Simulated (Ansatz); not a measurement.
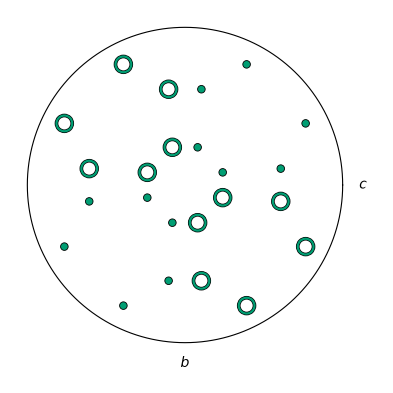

Stereographic projection: filled dots lie in the upper hemisphere, open rings in the lower. The a axis points at the viewer. The poles are all faces of one general form. Computed from the symmetry operations of a computed or model structure of composition GaAs.

### Identify the point group and its elements.

-43m (Td), order 24, cubic system: three −4 axes, four threefold axes, six mirror planes.

### Can such a crystal be piezoelectric, pyroelectric or chiral?

It is not centrosymmetric; not polar, but piezoelectricity is allowed; it is not chiral.
